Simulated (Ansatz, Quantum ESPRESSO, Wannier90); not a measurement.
# straight Sb chain, spacing 2.56 Å: Wannier functions and conductance, part 3 of 5

Wanted: localised orbitals and the quantum conductance of this wire: straight Sb chain, spacing 2.56 Å.

Quantum ESPRESSO 7.5 and Wannier90 3.1.0; plane-wave DFT, PBE, PseudoDojo norm-conserving pseudopotentials; cross-check by Ansatz 0.2.0 with PAW datasets.

So far. Step 2 (Ground state): The run needed 8 iterations to bring the estimated error under 1e-07 Ry.

**6. Wannier functions and transport**

Level of this step: maximally localised Wannier functions and ballistic conductance; plane-wave DFT, PBE, PseudoDojo norm-conserving pseudopotentials (Wannier90).

After disentangling and localising, transport_mode = bulk builds principal layers from hoppings within dist_cutoff and counts open channels.

The input, wan.win:

```
num_wann = 4
num_bands = 17
num_iter = 200
num_print_cycles = 20
conv_tol = 1e-8
conv_window = 5
guiding_centres = true
dis_num_iter = 1500
dis_conv_tol = 1e-8
dis_win_min = -13.1073
dis_win_max = 6.8927
dis_froz_max = -0.6073
search_shells = 120
fermi_energy = -2.1073

transport = true
transport_mode = bulk
one_dim_axis = z
dist_cutoff = 17.8
dist_cutoff_mode = one_dim
tran_win_min = -4.0
tran_win_max = 2.0
tran_energy_step = 0.02

bands_plot = true
bands_num_points = 96
begin kpoint_path
G 0.0 0.0 0.0 Z 0.0 0.0 0.5
end kpoint_path

begin projections
Sb:s;p
end projections

begin unit_cell_cart
ang
  8.0000000000 0.0000000000 0.0000000000
  0.0000000000 8.0000000000 0.0000000000
  0.0000000000 0.0000000000 2.5575000000
end unit_cell_cart

begin atoms_frac
  Sb 0.0000000000 0.0000000000 0.0000000000
end atoms_frac

mp_grid = 1 1 14
begin kpoints
  0.0 0.0 0.0000000000
  0.0 0.0 0.0714285714
  0.0 0.0 0.1428571429
  0.0 0.0 0.2142857143
  0.0 0.0 0.2857142857
  0.0 0.0 0.3571428571
  0.0 0.0 0.4285714286
  0.0 0.0 0.5000000000
  0.0 0.0 0.5714285714
  0.0 0.0 0.6428571429
  0.0 0.0 0.7142857143
  0.0 0.0 0.7857142857
  0.0 0.0 0.8571428571
  0.0 0.0 0.9285714286
end kpoints
```

The run is started by

```
> OMP_NUM_THREADS=1 wannier90.x wan > wan.run.log
```

Output:

```text
[banner, memory and clock lines left out]
+---------------------------------------------------+
             |                                                   |
             |                   WANNIER90                       |
             |                                                   |
             +---------------------------------------------------+
             |                                                   |
             |        Welcome to the Maximally-Localized         |
             |        Generalized Wannier Functions code         |
             |                             |
             |                                                   |
             |                                                   |
             |  Wannier90 Developer Group:                       |
             |    Giovanni Pizzi    (EPFL)                       |
             |    Valerio Vitale    (Cambridge)                  |
             |    David Vanderbilt  (Rutgers University)         |
             |    Nicola Marzari    (EPFL)                       |
             |    Ivo Souza         (Universidad del Pais Vasco) |
             |    Arash A. Mostofi  (Imperial College London)    |
             |    Jonathan R. Yates (University of Oxford)       |
             |                                                   |
             |  For the full list of Wannier90 3.x authors,      |
             |  please check the code documentation and the      |
             |  README on the GitHub page of the code            |
             |                                                   |
             |                                                   |
             |                                                   |
             |  [ref] "Wannier90 as a community code:            |
             |        new features and applications",            |
             |        165902 (2020).                             |
             |            |
             |                                                   |
             |  in any publications arising from the use of      |
             |                                                   |
             |  [ref] "Maximally Localized Generalised Wannier   |
             |         Functions for Composite Energy Bands"     |
             |         N. Marzari and D. Vanderbilt              |
             |         Phys. Rev. B 56 12847 (1997)              |
             |                                                   |
             |  [ref] "Maximally Localized Wannier Functions     |
             |         for Entangled Energy Bands"               |
             |         I. Souza, N. Marzari and D. Vanderbilt    |
             |         Phys. Rev. B 65 035109 (2001)             |
             |                                                   |
             |                                                   |
             | Copyright (c) 1996-2020                           |
             |        The Wannier90 Developer Group and          |
             |        individual contributors                    |
             |                                                   |
             |      Release: 3.1.0        5th March    2020      |
             |                                                   |
             | This program is free software; you can            |
             | redistribute it and/or modify it under the terms  |
             | of the GNU General Public License as published by |
             | the Free Software Foundation; either version 2 of |
             | the License, or (at your option) any later version|
             |                                                   |
             | This program is distributed in the hope that it   |
             | will be useful, but WITHOUT ANY WARRANTY; without |
             | even the implied warranty of MERCHANTABILITY or   |
             | FITNESS FOR A PARTICULAR PURPOSE. See the GNU     |
             | General Public License for more details.          |
             |                                                   |
             | You should have received a copy of the GNU General|
             | Public License along with this program; if not,   |
             | write to the Free Software Foundation, Inc.,      |
             | 675 Mass Ave, Cambridge, MA 02139, USA.           |
             |                                                   |
             +---------------------------------------------------+
[date or host left out]
             +---------------------------------------------------+

 ******************************************************************************
 * -> Using CODATA 2006 constant values                                       *
 *    (                      *
 * -> Using Bohr value from CODATA                                            *
 ******************************************************************************

 Running in serial (with parallel executable)

                                    ------
                                    SYSTEM
                                    ------

                              Lattice Vectors (Ang)
                    a_1     8.000000   0.000000   0.000000
                    a_2     0.000000   8.000000   0.000000
                    a_3     0.000000   0.000000   2.557500

                   Unit Cell Volume:     163.68000  (Ang^3)

                        Reciprocal-Space Vectors (Ang^-1)
                    b_1     0.785398   0.000000   0.000000
                    b_2     0.000000   0.785398   0.000000
                    b_3     0.000000   0.000000   2.456768

 *----------------------------------------------------------------------------*
 |   Site       Fractional Coordinate          Cartesian Coordinate (Ang)     |
 +----------------------------------------------------------------------------+
 | Sb   1   0.00000   0.00000   0.00000   |    0.00000   0.00000   0.00000    |
 *----------------------------------------------------------------------------*
                                ------------
                                K-POINT GRID
                                ------------

             Grid size =  1 x  1 x 14      Total points =   14

 *---------------------------------- MAIN ------------------------------------*
 |  Number of Wannier Functions               :                 4             |
 |  Number of Objective Wannier Functions     :                 4             |
 |  Number of input Bloch states              :                17             |
 |  Output verbosity (1=low, 5=high)          :                 1             |
[...]
Delta: O_D= -0.3022442E-02 O_OD= -0.5652087E-02 O_TOT= -0.8674529E-02 <-- DLTA
 Cycle:     40
  WF centre and spread    1  ( -0.000014,  0.181341,  0.000065 )     2.94819767
  WF centre and spread    2  ( -0.000001,  0.005780,  1.278737 )     2.09866188
  WF centre and spread    3  (  0.000018, -0.000000,  0.000000 )     2.17878167
  WF centre and spread    4  (  0.000001, -0.141845,  0.000007 )     2.17459142
  Sum of centres and spreads (  0.000004,  0.045276,  1.278809 )     9.40023263

     40    -0.427E-03     0.0646616120        9.4002326344       0.26  <-- CONV
        O_D=      0.0060707 O_OD=      2.0820036 O_TOT=      9.4002326 <-- SPRD
 Delta: O_D= -0.1426799E-03 O_OD= -0.2838793E-03 O_TOT= -0.4265592E-03 <-- DLTA
 Cycle:     60
[...]
Sum of centres and spreads (  0.000008,  0.021254,  1.278715 )     9.39271346

     60    -0.226E-03     0.0837799956        9.3927134582       0.27  <-- CONV
        O_D=      0.0016608 O_OD=      2.0788943 O_TOT=      9.3927135 <-- SPRD
 Delta: O_D= -0.2824469E-03 O_OD=  0.5595284E-04 O_TOT= -0.2264940E-03 <-- DLTA
 Cycle:     80
[...]
Sum of centres and spreads (  0.000012,  0.014988,  1.278743 )     9.39021520

     80    -0.970E-04     0.0765970649        9.3902152022       0.28  <-- CONV
        O_D=      0.0007824 O_OD=      2.0772744 O_TOT=      9.3902152 <-- SPRD
 Delta: O_D=  0.3100217E-04 O_OD= -0.1279778E-03 O_TOT= -0.9697566E-04 <-- DLTA
 Cycle:    100
[...]
Sum of centres and spreads (  0.000017,  0.010094,  1.278748 )     9.38926650

    100    -0.156E-04     0.0307043220        9.3892665046       0.28  <-- CONV
        O_D=      0.0003714 O_OD=      2.0767367 O_TOT=      9.3892665 <-- SPRD
 Delta: O_D=  0.2578484E-04 O_OD= -0.4133985E-04 O_TOT= -0.1555501E-04 <-- DLTA

 Writing checkpoint file wan.chk... done

 Cycle:    120
[...]
Sum of centres and spreads (  0.000022,  0.006568,  1.278752 )     9.38886801

    120    -0.191E-05     0.0231498980        9.3888680118       0.29  <-- CONV
        O_D=      0.0001969 O_OD=      2.0765128 O_TOT=      9.3888680 <-- SPRD
 Delta: O_D= -0.4023136E-05 O_OD=  0.2110057E-05 O_TOT= -0.1913079E-05 <-- DLTA
 Cycle:    140
[...]
Sum of centres and spreads (  0.000028,  0.005190,  1.278751 )     9.38868370

    140    -0.111E-04     0.0143590266        9.3886836973       0.29  <-- CONV
        O_D=      0.0001306 O_OD=      2.0763947 O_TOT=      9.3886837 <-- SPRD
 Delta: O_D= -0.1531215E-05 O_OD= -0.9538528E-05 O_TOT= -0.1106974E-04 <-- DLTA
 Cycle:    160
[...]
Sum of centres and spreads (  0.000064, -0.000048,  1.278750 )     9.38833421

    160    -0.107E-05     0.0384883070        9.3883342163       0.30  <-- CONV
        O_D=      0.0000003 O_OD=      2.0761755 O_TOT=      9.3883342 <-- SPRD
 Delta: O_D= -0.7800542E-06 O_OD= -0.2911450E-06 O_TOT= -0.1071199E-05 <-- DLTA
 Cycle:    180
[...]
Sum of centres and spreads (  0.000071,  0.000054,  1.278750 )     9.38833126

    180    -0.214E-06     0.0097743927        9.3883312616       0.31  <-- CONV
        O_D=      0.0000002 O_OD=      2.0761727 O_TOT=      9.3883313 <-- SPRD
 Delta: O_D= -0.1581200E-06 O_OD= -0.5616609E-07 O_TOT= -0.2142861E-06 <-- DLTA
 Cycle:    200
  WF centre and spread    1  ( -0.000204,  0.001152, -0.000000 )     3.15541402
  WF centre and spread    2  ( -0.000029,  0.000591,  1.278750 )     1.87534823
  WF centre and spread    3  (  0.000310, -0.000000,  0.000000 )     2.17878164
  WF centre and spread    4  ( -0.000000, -0.001560,  0.000000 )     2.17878557
  Sum of centres and spreads (  0.000077,  0.000183,  1.278750 )     9.38832946

    200    -0.824E-07     0.0024782404        9.3883294598       0.31  <-- CONV
        O_D=      0.0000003 O_OD=      2.0761708 O_TOT=      9.3883295 <-- SPRD
 Delta: O_D=  0.1014202E-06 O_OD= -0.1838393E-06 O_TOT= -0.8241903E-07 <-- DLTA

 Writing checkpoint file wan.chk... done

 Final State
  WF centre and spread    1  ( -0.000204,  0.001152, -0.000000 )     3.15541402
  WF centre and spread    2  ( -0.000029,  0.000591,  1.278750 )     1.87534823
  WF centre and spread    3  (  0.000310, -0.000000,  0.000000 )     2.17878164
  WF centre and spread    4  ( -0.000000, -0.001560,  0.000000 )     2.17878557
  Sum of centres and spreads (  0.000077,  0.000183,  1.278750 )     9.38832946

         Spreads (Ang^2)       Omega I      =     7.312158381
        ================       Omega D      =     0.000000308
                               Omega OD     =     2.076170771
    Final Spread (Ang^2)       Omega Total  =     9.388329460
 Time for wannierise            0.061 (sec)

 Writing checkpoint file wan.chk... done

 *---------------------------------------------------------------------------*
 |                               PLOTTING                                    |
 *---------------------------------------------------------------------------*

 Translated centres
    translation centre in fractional coordinate:  0.000000  0.000000  0.000000
  WF centre     1  ( -0.000204,  0.001152, -0.000000 )
  WF centre     2  ( -0.000029,  0.000591, -1.278750 )
  WF centre     3  (  0.000310, -0.000000,  0.000000 )
  WF centre     4  ( -0.000000, -0.001560,  0.000000 )

 Calculating interpolated band-structure

 Time to calculate interpolated band structure       0.003 (sec)

 Time for plotting              0.007 (sec)

 *---------------------------------------------------------------------------*
 |                              TRANSPORT                                    |
 *---------------------------------------------------------------------------*

 Calculation of Quantum Conductance and DoS: bulk mode

 Maximum imaginary part of the real-space Hamiltonian:     0.220335

     Maximum real part of the real-space Hamiltonian at each lattice point
            Lattice point R           Max |H_ij(R)|
                  -8                     0.000000
                  -7                     0.004351
                  -6                     0.006363
                  -5                     0.035034
                  -4                     0.035033
                  -3                     0.204872
                  -2                     0.286784
                  -1                     4.011614
                   0                     7.122160
                   1                     4.011614
                   2                     0.286784
                   3                     0.204872
                   4                     0.035033
                   5                     0.035034
                   6                     0.006363
                   7                     0.004351
                   8                     0.000000

 Number of unit cells inside the principal layer:     7
 Number of Wannier Functions inside the principal layer:    28

 Calculating quantum conductance and density of states... done

 Time for transport             0.566 (sec)
 Total Execution Time           0.926 (sec)

 *===========================================================================*
 |                             TIMING INFORMATION                            |
 *===========================================================================*
 |    Tag                                                Ncalls      Time (s)|
 |---------------------------------------------------------------------------|
 |kmesh: get                                        :         1         0.016|
 |overlap: allocate                                 :         1         0.000|
 |overlap: read                                     :         1         0.020|
 |dis: main                                         :         1         0.253|
 |wann: main                                        :         1         0.060|
 |plot: main                                        :         1         0.007|
 |tran: main                                        :         1         0.566|
 *---------------------------------------------------------------------------*

 All done: wannier90 exiting
[key lines of the parts left out:]
|  Fermi energy (eV)                         :            -2.107             |
```

Run time: 1.4 s. Hardware: 1 MPI rank of Arm Neoverse V1, shared host; peak memory 0.09 GiB.

This step gave:

- lead channels at the Fermi level, one spin: 3.000
- total spread: 9.388 Å²
- gauge-invariant spread: 7.312 Å²
- largest misfit to plane-wave levels between mesh points, inside the frozen window: 0.1430 eV

Per spin. Quantum conductance of the perfect wire, open channels against energy, zero at the Fermi level:

```csv
energy (eV),"quantum conductance of the perfect wire, open channels"
-4.000,1
-3.500,1
-3.000,1
-2.500,1
-2.000,3.00
-1.500,3
-1.020,3
-0.500,3
0.000,3
0.500,3
1.000,3
1.500,3
2.000,3
```

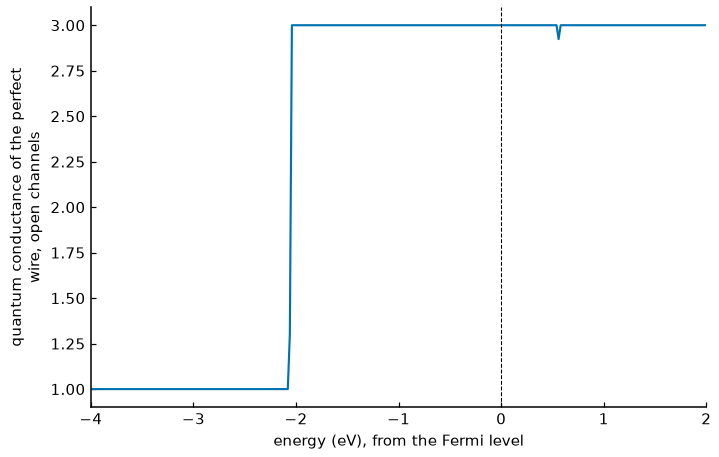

Quantum conductance of the perfect wire, open channels, plotted against energy.

Wannier functions:

```csv
no.,x (Å),y (Å),z (Å),spread (Å²)
1,-2.04e-4,0.001152,0,3.155
2,-2.90e-5,5.91e-4,1.279,1.875
3,3.10e-4,0,0,2.179
4,0,-0.00156,0,2.179
```

Electronic bands along the path, in eV, zero at the Fermi level; # counts the bands kept:

```csv
point,#1,#2,#3,#4
Γ,-10.97,-2.06,-2.06,4.52
Z,-4.87,-4.64,2.56,2.56
```

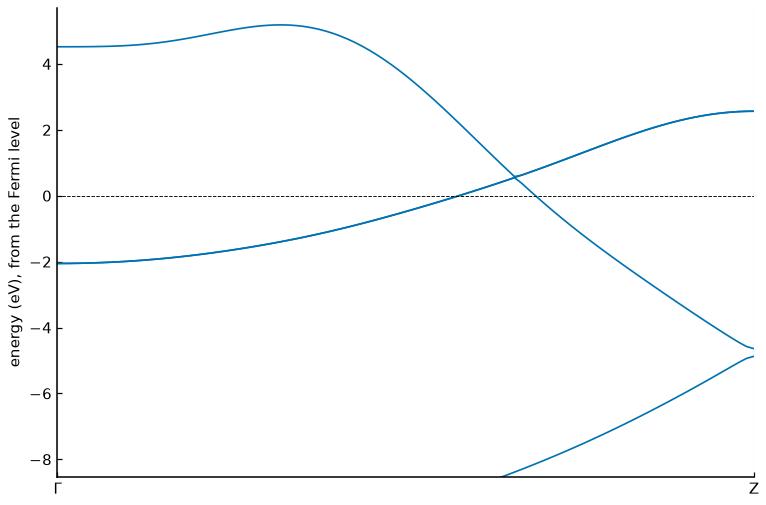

Electronic bands along the path.

Bands and channels are those of the Wannier model: bands that were not projected, and all outside the frozen window, are missing or only approximate.

**7. Neighbour list from wannier90 -pp, with dis_froz_max − E_F = -2.0**

A sensitivity test on the input.

wan_w.win, as its differences from the input of step 6:

```diff
@@ -11,3 +11,3 @@
 dis_win_max = 6.8927
-dis_froz_max = -0.6073
+dis_froz_max = -4.1073
 search_shells = 120
```

The run is started by

```
> OMP_NUM_THREADS=1 wannier90.x -pp wan_w > wan_w.pp.log
```

Elapsed: 0.46 s, on 1 MPI rank; peak memory 0.09 GiB.

**8. Overlaps and projections**

The same post-processing, on the changed run.

The input, wan_w.p2w.in:

```
&inputpp
  prefix = 'nscf'
  outdir = './out'
  seedname = 'wan_w'
  write_mmn = .true.
  write_amn = .true.
  write_unk = .false.
/
```

The run is started by

```
> OMP_NUM_THREADS=1 mpirun -n 2 pw2wannier90.x -in wan_w.p2w.in > wan_w.p2w.out
```

Elapsed: 7.3 s, on 2 MPI ranks; peak memory 0.11 GiB.

[end of part 3 of 5]

[Logs are printed without paths, hosts, clocks, repeated set-up lines and the standing remarks that a program may print on its own settings, such as how far it seeks lower states.]

[Hosts, paths, dates, database ids (printed as entryN), source tags and the programs' standing remarks are cut or masked in the printed files.]

[Maps of the electrostatic potential energy from Ansatz leave out the sawtooth potential of an applied field or a dipole correction, so their vacuum need not be flat; planar profiles and work functions include it.]
